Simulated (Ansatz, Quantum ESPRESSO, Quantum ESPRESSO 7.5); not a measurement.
## Complex bands of ZnSe, zinc blende type, lattice constant set to 5.653 Å

Aim: how fast states decay in the gap of ZnSe, zinc blende type, lattice constant set to 5.653 Å.

Program: Quantum ESPRESSO 7.5. Level of theory: plane-wave DFT, LDA, GBRV ultrasoft pseudopotentials (cross-check by Ansatz 0.2.0 with PAW datasets). Results are calculated unless marked as measured.

## Step 1: The starting structure

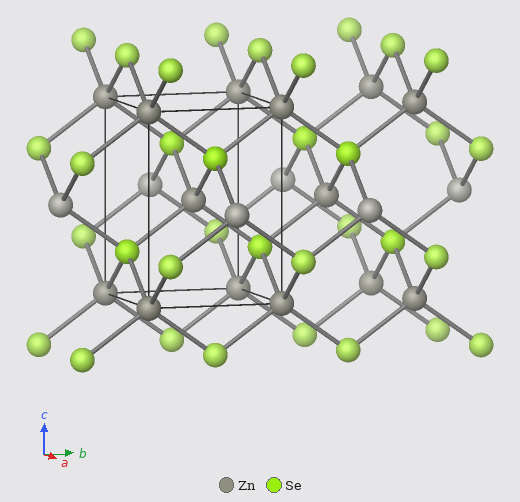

Start, viewed from the side, with the c axis up; zinc grey, selenium green. 1×2×1 cells are drawn. Some periodic images of atoms are drawn too.

## Step 2: SCF with pw.x

pwcond needs a cell whose third axis lies along the current and stands perpendicular to the other two.

Contents of scf.in:

```
&control
  prefix = 'scf'
  outdir = './out'
  pseudo_dir = './pseudo'
  calculation = 'scf'
  tprnfor = .true.
/
&system
  ibrav = 0
  nat = 4
  ntyp = 2
  ecutwfc = 40
  ecutrho = 200
  occupations = 'fixed'
  nbnd = 30
/
&electrons
  conv_thr = 1e-09
  mixing_beta = 0.6
  electron_maxstep = 120
/
ATOMIC_SPECIES
  Zn  65.3800  zn_lda_v1.uspp.F.UPF
  Se  78.9710  se_lda_v1.uspp.F.UPF
CELL_PARAMETERS angstrom
  3.99727463404755 0.00000000000000 0.00000000000000
  0.00000000000000 3.99727463404755 0.00000000000000
  0.00000000000000 0.00000000000000 5.65300000000000
ATOMIC_POSITIONS crystal
  Zn  0.000000000000 0.000000000000 0.000000000000
  Se  0.500000000000 0.000000000000 0.250000000000
  Zn  0.500000000000 0.500000000000 0.500000000000
  Se  0.000000000000 0.500000000000 0.750000000000
K_POINTS automatic
  6 6 6 0 0 0
```

Launch:

```
$ OMP_NUM_THREADS=1 mpirun -n 2 pw.x -nk 2 -in scf.in > scf.out
```

Output:

```text
Program PWSCF v.7.5 starts
[citation notice left out]

     Parallel version (MPI & OpenMP), running on       2 processor cores
     Number of MPI processes:                 2
     Threads/MPI process:                     1

     MPI processes distributed on     1 nodes
[...]
Current dimensions of program PWSCF are:
     Max number of different atomic species (ntypx) = 10
     Max number of k-points (npk) =  40000
     Max angular momentum in pseudopotentials (lmaxx) =  4
     Found identity + ( -0.5000 -0.5000 -0.5000) symmetry
     This is a supercell, fractional translations are disabled
     Message from routine setup:
     using ibrav=0 with symmetry is DISCOURAGED, use correct ibrav instead

     K-points division:     npool     =       2
     Subspace diagonalization in iterative solution of the eigenvalue problem:
     a serial algorithm will be used

     G-vector sticks info
     --------------------
     sticks:   dense  smooth     PW     G-vecs:    dense   smooth      PW
     Sum         901     725    221                28933    20895    3531

     Using Slab Decomposition

     bravais-lattice index     =            0
     lattice parameter (alat)  =       7.5538  a.u.
     unit-cell volume          =     609.5419 (a.u.)^3
     number of atoms/cell      =            4
     number of atomic types    =            2
     number of electrons       =        52.00
     number of Kohn-Sham states=           30
     kinetic-energy cutoff     =      40.0000  Ry
     charge density cutoff     =     200.0000  Ry
     scf convergence threshold =      1.0E-09
     mixing beta               =       0.6000
     number of iterations used =            8  plain     mixing
     Exchange-correlation= SLA  PZ   NOGX NOGC
                           (   1   1   0   0   0   0   0)

     celldm(1)=   7.553754  celldm(2)=   0.000000  celldm(3)=   0.000000
     celldm(4)=   0.000000  celldm(5)=   0.000000  celldm(6)=   0.000000

     crystal axes: (cart. coord. in units of alat)
               a(1) = (   1.000000   0.000000   0.000000 )
               a(2) = (   0.000000   1.000000   0.000000 )
               a(3) = (   0.000000   0.000000   1.414214 )

     reciprocal axes: (cart. coord. in units 2 pi/alat)
               b(1) = (  1.000000  0.000000  0.000000 )
               b(2) = (  0.000000  1.000000  0.000000 )
               b(3) = (  0.000000  0.000000  0.707107 )

     PseudoPot. # 1 for Zn read from file:
     ./pseudo/zn_lda_v1.uspp.F.UPF
     Pseudo is Ultrasoft, Zval = 20.0
     Generated by new atomic code, or converted to UPF format
     Using radial grid of  943 points,  6 beta functions with:
                l(1) =   0
                l(2) =   0
                l(3) =   1
                l(4) =   1
                l(5) =   2
                l(6) =   2
     Q(r) pseudized with  8 coefficients,  rinner =    1.100   1.100   1.100
                                                       1.100   1.100

     PseudoPot. # 2 for Se read from file:
     ./pseudo/se_lda_v1.uspp.F.UPF
     Pseudo is Ultrasoft + core correction, Zval =  6.0
     Generated by new atomic code, or converted to UPF format
     Using radial grid of  877 points,  6 beta functions with:
                l(1) =   0
                l(2) =   0
                l(3) =   1
                l(4) =   1
                l(5) =   2
                l(6) =   2
     Q(r) pseudized with  8 coefficients,  rinner =    1.300   1.300   1.300
                                                       1.300   1.300

     atomic species   valence    mass     pseudopotential
     Zn               20.00    65.38000     Zn( 1.00)
     Se                6.00    78.97100     Se( 1.00)

      8 Sym. Ops. (no inversion) found

   Cartesian axes

     site n.     atom                  positions (alat units)
         1        Zn     tau(   1) = (   0.0000000   0.0000000   0.0000000  )
         2        Se     tau(   2) = (   0.5000000   0.0000000   0.3535534  )
         3        Zn     tau(   3) = (   0.5000000   0.5000000   0.7071068  )
         4        Se     tau(   4) = (   0.0000000   0.5000000   1.0606602  )

     number of k points=    40
                       cart. coord. in units 2pi/alat
        k(    1) = (   0.0000000   0.0000000   0.0000000), wk =   0.0092593
        k(    2) = (   0.0000000   0.0000000   0.1178511), wk =   0.0185185
        k(    3) = (   0.0000000   0.0000000   0.2357023), wk =   0.0185185
        k(    4) = (   0.0000000   0.0000000  -0.3535534), wk =   0.0092593
        k(    5) = (   0.0000000   0.1666667   0.0000000), wk =   0.0370370
        k(    6) = (   0.0000000   0.1666667   0.1178511), wk =   0.0740741
        k(    7) = (   0.0000000   0.1666667   0.2357023), wk =   0.0740741
        k(    8) = (   0.0000000   0.1666667  -0.3535534), wk =   0.0370370
        k(    9) = (   0.0000000   0.3333333   0.0000000), wk =   0.0370370
        k(   10) = (   0.0000000   0.3333333   0.1178511), wk =   0.0740741
[...]
k(   40) = (  -0.5000000  -0.5000000  -0.3535534), wk =   0.0092593

     Dense  grid:    28933 G-vectors     FFT dimensions: (  36,  36,  50)

     Smooth grid:    20895 G-vectors     FFT dimensions: (  32,  32,  45)

     Estimated max dynamical RAM per process >      89.63 MB

     Estimated total dynamical RAM >     172.21 MB

     Initial potential from superposition of free atoms

     starting charge      51.9997, renormalised to      52.0000
     Starting wfcs are   34 randomized atomic wfcs

     total cpu time spent up to now is        1.5 secs

     per-process dynamical memory:    52.8 Mb

     Self-consistent Calculation

     iteration #  1     ecut=    40.00 Ry     beta= 0.60
     Davidson diagonalization with overlap
     ethr =  1.00E-02,  avg # of iterations =  3.1

     Threshold (ethr) on eigenvalues was too large:
     Diagonalizing with lowered threshold

     Davidson diagonalization with overlap
     ethr =  2.71E-04,  avg # of iterations =  2.2

     total cpu time spent up to now is        3.8 secs

     total energy              =   -1008.99608723 Ry
     estimated scf accuracy    <       0.14111259 Ry

     iteration #  2     ecut=    40.00 Ry     beta= 0.60
[...]
total energy              =   -1009.03275788 Ry
     estimated scf accuracy    <       0.07692985 Ry

     iteration #  3     ecut=    40.00 Ry     beta= 0.60
[...]
total energy              =   -1009.04855387 Ry
     estimated scf accuracy    <       0.00202990 Ry

     iteration #  4     ecut=    40.00 Ry     beta= 0.60
[...]
total energy              =   -1009.04872172 Ry
     estimated scf accuracy    <       0.00018812 Ry

     iteration #  5     ecut=    40.00 Ry     beta= 0.60
[...]
total energy              =   -1009.04875458 Ry
     estimated scf accuracy    <       0.00000137 Ry

     iteration #  6     ecut=    40.00 Ry     beta= 0.60
[...]
total energy              =   -1009.04876283 Ry
     estimated scf accuracy    <       0.00000040 Ry

     iteration #  7     ecut=    40.00 Ry     beta= 0.60
[...]
total energy              =   -1009.04876296 Ry
     estimated scf accuracy    <       0.00000006 Ry

     iteration #  8     ecut=    40.00 Ry     beta= 0.60
[...]
total energy              =   -1009.04876296 Ry
     estimated scf accuracy    <       0.00000004 Ry

     iteration #  9     ecut=    40.00 Ry     beta= 0.60
[...]
total energy              =   -1009.04876297 Ry
     estimated scf accuracy    <          2.1E-09 Ry

     iteration # 10     ecut=    40.00 Ry     beta= 0.60
[...]
End of self-consistent calculation

          k = 0.0000 0.0000 0.0000 (  2589 PWs)   bands (ev):

  -118.3385-118.3385 -72.9704 -72.9702 -72.9701 -72.9701 -72.9700 -72.9700
    -7.2406  -6.1602  -0.5475  -0.5475  -0.5475  -0.5180  -0.2944  -0.2944
    -0.1778  -0.1775  -0.1286   0.0016   1.2681   3.9012   3.9012   6.1361
     6.1368   6.1368   7.1902   8.9255   9.4530  11.8378

          k = 0.0000 0.0000 0.1179 (  2597 PWs)   bands (ev):

  -118.3385-118.3385 -72.9704 -72.9702 -72.9701 -72.9701 -72.9701 -72.9701
    -7.1786  -6.2458  -0.5520  -0.5340  -0.5340  -0.5243  -0.3158  -0.3158
    -0.1833  -0.1743  -0.1319  -0.0814   1.5657   4.0194   4.0194   5.2975
     5.9270   5.9270   8.0891   9.0390   9.5899  11.4329

          k = 0.0000 0.0000 0.2357 (  2606 PWs)   bands (ev):

  -118.3385-118.3385 -72.9704 -72.9703 -72.9701 -72.9701 -72.9701 -72.9701
    -7.0031  -6.4677  -0.5604  -0.5432  -0.4951  -0.4951  -0.3702  -0.3702
    -0.1967  -0.1776  -0.1653  -0.1408   2.2618   4.1876   4.3547   4.3547
     5.4273   5.4273   9.2728   9.3770   9.9083  10.6578

          k = 0.0000 0.0000-0.3536 (  2598 PWs)   bands (ev):

  -118.3385-118.3385 -72.9703 -72.9703 -72.9701 -72.9701 -72.9701 -72.9701
    -6.7469  -6.7469  -0.5600  -0.5600  -0.4365  -0.4365  -0.4365  -0.4365
    -0.2048  -0.2048  -0.1531  -0.1531   3.1610   3.1610   4.8537   4.8537
     4.8537   4.8537   9.9235   9.9235   9.9906   9.9906

          k = 0.0000 0.1667 0.0000 (  2607 PWs)   bands (ev):

  -118.3385-118.3385 -72.9704 -72.9702 -72.9702 -72.9701 -72.9701 -72.9701
    -7.1193  -6.1629  -0.5434  -0.5312  -0.5225  -0.4807  -0.3146  -0.2835
    -0.1837  -0.1751  -0.1427   0.0604   1.2917   3.2923   4.0860   4.6730
     5.7035   6.0497   8.4315   9.3170  10.5340  11.5743

          k = 0.0000 0.1667 0.1179 (  2615 PWs)   bands (ev):

  -118.3385-118.3385 -72.9704 -72.9702 -72.9702 -72.9701 -72.9701 -72.9701
    -7.0627  -6.2358  -0.5323  -0.5208  -0.5207  -0.4834  -0.3354  -0.3025
    -0.1797  -0.1794  -0.1422  -0.0223   1.4877   3.4984   4.1478   4.1932
     5.8763   5.8768   8.5128   9.4373  10.6216  11.8749

[...]
highest occupied, lowest unoccupied level (ev):     6.1368    7.1902

!    total energy              =   -1009.04876297 Ry
     estimated scf accuracy    <          1.1E-10 Ry

     The total energy is the sum of the following terms:
     one-electron contribution =    -938.12441799 Ry
     hartree contribution      =     481.06833909 Ry
     xc contribution           =    -141.70679323 Ry
     ewald contribution        =    -410.28589084 Ry

     convergence has been achieved in  10 iterations

     Forces acting on atoms (cartesian axes, Ry/au):

     atom    1 type  1   force =     0.00000000    0.00000000    0.00000000
     atom    2 type  2   force =     0.00000000    0.00000000    0.00000000
     atom    3 type  1   force =     0.00000000    0.00000000    0.00000000
     atom    4 type  2   force =     0.00000000    0.00000000   -0.00000000

     Total force =     0.000000     Total SCF correction =     0.000000
     SCF correction compared to forces is large: reduce conv_thr to get better values

[...]
=------------------------------------------------------------------------------=
   JOB DONE.
=------------------------------------------------------------------------------=
```

Elapsed: 20 s, on 2 MPI ranks of AMD EPYC 9R14 (Zen 4), shared host; peak memory 0.21 GiB; 39 s of CPU time.

Numbers from this step:

- free energy: -13728.8078 eV
- valence top, on the run's zero: 6.137 eV
- conduction bottom, on the run's zero: 7.190 eV
- gap by band count: 1.053 eV

The program's own clock; routines nest. Time by routine:

```tsv
routine	wall time (s)	calls
PWSCF	18.9	1
electrons	17.19	1
c_bands	13.69	11
cegterg	11.4	220
h_psi	8.35	1015
fftw	7.34	45780
vloc_psi	6.98	1015
sum_band	2.59	11
init_run	1.33	1
calbec	0.96	1315
newd	0.92	11
h_psi:calbec	0.68	1015
s_psi	0.6	1015
add_vuspsi	0.6	1015
```

The run needed 10 iterations to bring the estimated error under 1e-09 Ry.

[end of part 1 of 4]

[Logs are printed without paths, hosts, clocks, repeated set-up lines and the standing remarks that a program may print on its own settings, such as how far it seeks lower states.]

[Hosts, paths, dates, database ids (printed as entryN), source tags and the programs' standing remarks are cut or masked in the printed files.]

[Maps of the electrostatic potential energy from Ansatz leave out the sawtooth potential of an applied field or a dipole correction, so their vacuum need not be flat; planar profiles and work functions include it.]
